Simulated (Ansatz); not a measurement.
# TaN: single-point calculation (part 2 of 2)

Continued. System: TaN (slab, 24 atoms in the cell). Method: DFT PBE+D3(BJ), scalar-relativistic, plane waves, PAW, no spin polarisation (Ansatz 0.2.0); cutoff 420 eV, 3×3×1 k-mesh, Gaussian smearing of 0.1 eV. The structure derives from an entry of the Crystallography Open Database. It belongs to a series of runs on one base structure; here: the slab at its places in the relaxed adsorbed structure.

Geometry of the input (Å; fractional positions):
```
6.2015  0.0000  0.0000
0.0000  6.2015  0.0000
0.0000  0.0000  22.9054
Ta 0.5000  0.5000  0.3493
Ta 0.5000  0.0000  0.3493
Ta 0.0000  0.5000  0.3493
Ta 0.0000  0.0000  0.3493
N  0.2500  0.2500  0.3493
N  0.2500  0.7500  0.3493
N  0.7500  0.2500  0.3493
N  0.7500  0.7500  0.3493
Ta 0.7543  0.7809  0.4440
Ta 0.7541  0.2192  0.4441
Ta 0.2577  0.7256  0.4459
Ta 0.2578  0.2744  0.4459
N  0.5384  0.5002  0.4402
N  0.4794  -0.0001  0.4437
N  -0.0239  0.4999  0.4394
N  0.0371  0.0002  0.4395
Ta -0.0034  0.0000  0.5368
Ta 0.0102  0.5000  0.5301
Ta 0.5041  -0.0002  0.5597
Ta 0.4965  0.4997  0.5357
N  0.7510  0.7436  0.5408
N  0.7511  0.2562  0.5409
N  0.2554  0.7557  0.5428
N  0.2553  0.2439  0.5428
```

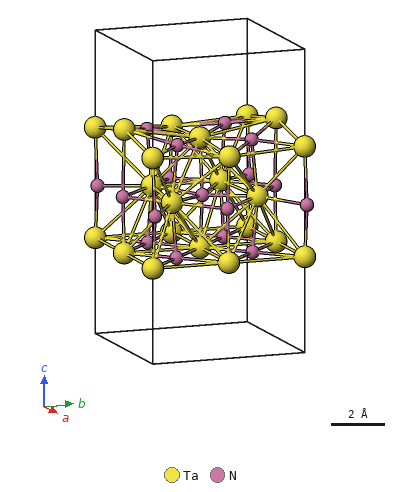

Fig. 1: The structure as given in the input (ball-and-stick view of the cell of the calculation, with the vacuum cut short, seen slightly off an axis). An atom can appear more than once, as a periodic image.

Output, continued:
```
--- Per-component energies (eV) ---
  E_band       = -4290.548698
  E_kinetic    = 5963.531243
  E_local      = -225137.801556  (includes V_loc(G=0)·N_el)
  E_nonlocal   = 717.716904
  E_hartree    = 109558.445807
  E_xc         = -3341.171987
  E_vxc        = -3363.761233  (∫ρ·V_xc dr)
  E_paw        = -102286.791882  (= ΣΔE_a)
  E_vpaw       = -1586.107805  (= ΣTr[D̂ρ^β])
  E_aug_tail   = 0.002784  (compensation charges beyond the density's cutoff)
  E_efield     = 0.000999  (sawtooth field / dipole correction)
  E_vefield    = -0.980721  (∫n·V_field dr)
  E_ewald      = 90718.799639
  E_disp       = -7.343924  (pairwise vdW)
  E_smearing   = -0.083136  (= −TS)
  E_closure    = 0.000000  (closes the sum)
  Σ components = -123814.695110   (vs F -123814.695110, Δ=0.00e0)
--- Forces (eV/Å), atoms counted from 1 ---
  atom   1  Ta    -0.38470151     0.00238927     1.73933651
  atom   2  Ta     0.19568290    -0.00218941     0.88686842
  atom   3  Ta     0.39358929     0.00286280     2.25847924
  atom   4  Ta    -0.15991071    -0.00760184     1.40531403
  atom   5  N      0.05805400    -0.06074870    -1.53639116
  atom   6  N      0.06068042     0.06765699    -1.54280303
  atom   7  N      0.04730880    -0.02809052    -1.83493475
  atom   8  N      0.04189274     0.02389076    -1.84292159
  atom   9  Ta    -0.09701500    -0.11632131     0.04432773
  atom  10  Ta    -0.09621264     0.11318634     0.04804404
  atom  11  Ta     0.12450278     0.20403760    -0.45714039
  atom  12  Ta     0.12343187    -0.20485966    -0.45637359
  atom  13  N     -0.03545807     0.00123176     0.51838228
  atom  14  N     -0.11212554     0.00110716    -0.06159919
  atom  15  N     -0.19204519    -0.00028462    -0.07541238
  atom  16  N     -0.05915384     0.00046632     0.60284691
  atom  17  Ta    -0.29124845     0.00263688    -1.06805223
  atom  18  Ta    -0.09995307    -0.00355934     0.07917578
  atom  19  Ta     0.35192360     0.00709368    -2.52956640
  atom  20  Ta    -0.06512527    -0.00302076    -0.79227903
  atom  21  N     -0.08333445     0.35513773     1.07014640
  atom  22  N     -0.07923278    -0.35229717     1.07157187
  atom  23  N      0.17913838     0.14969187     1.23401935
  atom  24  N      0.17931479    -0.15241535     1.23911698
  max |Σ_I F_I| component: 1.56e-4 eV/Å
--- Band table (eV; the first three rows and the last of 5) ---
  k-point 0: bands = ["-65.8751", "-65.7940", "-65.7226", "-65.7052", "-65.5231", "-65.5110", "-65.4965", "-65.4806", "-65.0090", "-64.9598", "-64.9445", "-64.9076", "-32.5728", "-32.5677", "-32.5291", "-32.4854", "-32.4764", "-32.4624", "-32.4369", "-32.4206", "-32.4158", "-32.3497", "-32.3354", "-32.3048", "-32.3022", "-32.2099", "-32.1417", "-32.1124", "-32.0911", "-32.0718", "-32.0537", "-32.0268", "-31.9340", "-31.9284", "-31.8664", "-31.8476", "-31.8335", "-31.7554", "-31.7419", "-31.7367", "-31.5925", "-31.5881", "-31.4872", "-31.4792", "-31.4414", "-31.3977", "-31.2644", "-31.2278", "-14.1932", "-13.1965", "-13.1052", "-12.9182", "-12.7098", "-12.4054", "-12.2527", "-12.0213", "-11.6536", "-11.6358", "-11.2147", "-11.2097", "-5.4692", "-5.3802", "-5.3455", "-5.3414", "-4.6004", "-4.5743", "-3.4333", "-3.2544", "-3.2152", "-3.1106", "-2.9890", "-2.9444", "-2.9177", "-2.8462", "-2.7745", "-2.7072", "-2.5717", "-2.3825", "-2.2889", "-2.1946", "-2.0375", "-1.9938", "-1.9710", "-1.8196", "-1.6960", "-1.1985", "-1.0449", "-1.0024", "-0.8220", "-0.7819", "-0.5987", "-0.4295", "-0.0170", "0.0074", "0.1361", "0.3437", "0.4435", "0.4541", "0.5476", "0.6302", "1.6370", "2.7983", "3.0194", "3.0772", "3.2778", "3.3449", "3.5783", "3.8583", "3.9664", "4.3096", "4.4481", "4.5987", "4.7232", "4.8063", "4.8647", "4.8794", "4.9887", "5.0287", "5.0784", "5.2192", "5.2914", "5.4627", "5.4805", "5.6515", "5.6815", "5.7296", "5.7640", "5.8407", "6.0180", "6.0450", "6.0979", "6.1068"]
  k-point 1: bands = ["-65.8749", "-65.7930", "-65.7236", "-65.7049", "-65.5227", "-65.5094", "-65.4969", "-65.4829", "-65.0074", "-64.9628", "-64.9405", "-64.9102", "-32.5428", "-32.5163", "-32.4822", "-32.4583", "-32.4514", "-32.4279", "-32.4097", "-32.4011", "-32.3602", "-32.3498", "-32.3350", "-32.2994", "-32.2402", "-32.2141", "-32.1921", "-32.1584", "-32.1223", "-32.1089", "-32.0671", "-32.0370", "-32.0219", "-31.9604", "-31.9330", "-31.8561", "-31.8245", "-31.7493", "-31.7200", "-31.7123", "-31.5886", "-31.5712", "-31.4818", "-31.4736", "-31.4338", "-31.4076", "-31.3294", "-31.2922", "-13.8134", "-13.0800", "-12.8239", "-12.7587", "-12.5707", "-12.4656", "-12.2827", "-12.0338", "-12.0115", "-11.9123", "-11.7260", "-11.4959", "-5.2025", "-4.7747", "-4.5958", "-4.3156", "-3.9941", "-3.8647", "-3.6515", "-3.5694", "-3.4952", "-3.1624", "-2.9401", "-2.9301", "-2.7950", "-2.6797", "-2.5764", "-2.4620", "-2.4273", "-2.3036", "-2.2337", "-2.1287", "-2.0569", "-1.9883", "-1.8972", "-1.8415", "-1.8179", "-1.7196", "-1.6284", "-1.5243", "-1.4209", "-1.2962", "-1.2369", "-1.0740", "-0.9508", "-0.8826", "-0.7498", "-0.5451", "0.7309", "0.9301", "1.4898", "1.8089", "2.3780", "2.5848", "2.7078", "2.9700", "3.0478", "3.1347", "3.2440", "3.4241", "3.7471", "3.7720", "3.8956", "4.0457", "4.1327", "4.2033", "4.5359", "4.6863", "4.7385", "4.9204", "5.0845", "5.1926", "5.2358", "5.4065", "5.4631", "5.5215", "5.7958", "6.0465", "6.2071", "6.3729", "6.4374", "6.5052", "6.5929", "6.6323"]
  k-point 2: bands = ["-65.8749", "-65.7932", "-65.7223", "-65.7060", "-65.5208", "-65.5118", "-65.4969", "-65.4823", "-65.0082", "-64.9586", "-64.9453", "-64.9088", "-32.5516", "-32.5192", "-32.4733", "-32.4709", "-32.4517", "-32.4268", "-32.4149", "-32.3882", "-32.3583", "-32.3422", "-32.3167", "-32.3147", "-32.2518", "-32.2089", "-32.1908", "-32.1516", "-32.1310", "-32.0871", "-32.0862", "-32.0491", "-32.0224", "-31.9612", "-31.9397", "-31.8484", "-31.8320", "-31.7489", "-31.6960", "-31.6737", "-31.5845", "-31.5762", "-31.5275", "-31.4967", "-31.4821", "-31.4614", "-31.2568", "-31.2332", "-13.8087", "-13.0838", "-12.8400", "-12.7555", "-12.5688", "-12.4661", "-12.3279", "-12.0249", "-11.9906", "-11.9285", "-11.7293", "-11.4958", "-4.9380", "-4.8228", "-4.7706", "-4.4658", "-3.9620", "-3.7503", "-3.6491", "-3.6430", "-3.4855", "-3.1851", "-2.9008", "-2.8159", "-2.7497", "-2.6728", "-2.6547", "-2.5439", "-2.4228", "-2.3082", "-2.2272", "-2.1337", "-2.1325", "-1.9469", "-1.8467", "-1.7949", "-1.7448", "-1.6995", "-1.5797", "-1.5610", "-1.4319", "-1.4195", "-1.2886", "-1.2092", "-0.9515", "-0.8940", "-0.7656", "-0.5232", "0.7620", "1.0693", "1.6522", "1.8428", "2.2683", "2.7170", "2.8881", "3.0791", "3.1522", "3.2527", "3.4657", "3.5065", "3.5112", "3.8029", "3.8588", "4.0092", "4.1660", "4.2273", "4.5586", "4.7647", "4.8546", "4.9360", "5.0632", "5.1704", "5.2365", "5.3789", "5.4019", "5.4478", "5.7978", "6.0317", "6.1757", "6.1867", "6.3756", "6.4355", "6.4805", "6.4964"]
  k-point 4: bands = ["-65.8748", "-65.7922", "-65.7233", "-65.7057", "-65.5206", "-65.5097", "-65.4972", "-65.4848", "-65.0068", "-64.9605", "-64.9426", "-64.9110", "-32.5085", "-32.4609", "-32.4431", "-32.4322", "-32.4090", "-32.4020", "-32.3842", "-32.3498", "-32.3427", "-32.3355", "-32.3155", "-32.2541", "-32.2306", "-32.2156", "-32.1900", "-32.1800", "-32.1586", "-32.1437", "-32.1114", "-32.0818", "-32.0464", "-32.0318", "-31.9761", "-31.9564", "-31.8178", "-31.7196", "-31.6975", "-31.6588", "-31.5799", "-31.5640", "-31.5172", "-31.4999", "-31.4778", "-31.4572", "-31.3245", "-31.2923", "-13.5413", "-13.0806", "-12.8976", "-12.6287", "-12.4519", "-12.3443", "-12.2850", "-12.1429", "-12.0496", "-11.9163", "-11.8096", "-11.7270", "-4.6325", "-4.5494", "-4.4671", "-4.3276", "-4.2374", "-3.8731", "-3.6400", "-3.5945", "-3.5510", "-3.4236", "-3.0168", "-2.9037", "-2.8290", "-2.7775", "-2.6157", "-2.5323", "-2.4411", "-2.4064", "-2.3230", "-2.1849", "-2.1044", "-2.0422", "-2.0072", "-1.8948", "-1.7984", "-1.7776", "-1.6271", "-1.5351", "-1.4272", "-1.3749", "-1.2588", "-1.1680", "-0.9655", "-0.9594", "-0.7404", "-0.6158", "0.8308", "1.5201", "1.7913", "2.0369", "2.2792", "2.7108", "3.0695", "3.2267", "3.2761", "3.4255", "3.6709", "3.7496", "3.8680", "3.9259", "4.0316", "4.3194", "4.4214", "4.4531", "4.5162", "4.6423", "4.8120", "4.9172", "4.9730", "5.0535", "5.1810", "5.2377", "5.3182", "5.3572", "5.5024", "5.5774", "5.6668", "5.7099", "5.9837", "6.0741", "6.2310", "6.2870"]
```

Results in brief:

| quantity | value |
| --- | --- |
| outcome | converged |
| electrons treated | 216 |
| free energy | −123814.6951 eV |
| work function, top face | 3.79 eV |
| work function, bottom face | 3.33 eV |
| Fermi energy | 3.736 eV |
| gap on the k-point mesh | none (metallic) |
| work function (upper face) | 3.79 eV |
| largest force (length of the vector) | 2.554 eV/Å |
| hardware | 4 threads of Intel Xeon (Sapphire Rapids), 32 GiB of memory available, shared host |
| wall time | 13 s (CPU time 50 s) |
| peak memory | 2.3 GiB |

Remarks:

Spin–orbit coupling is left out, which matters for Ta.
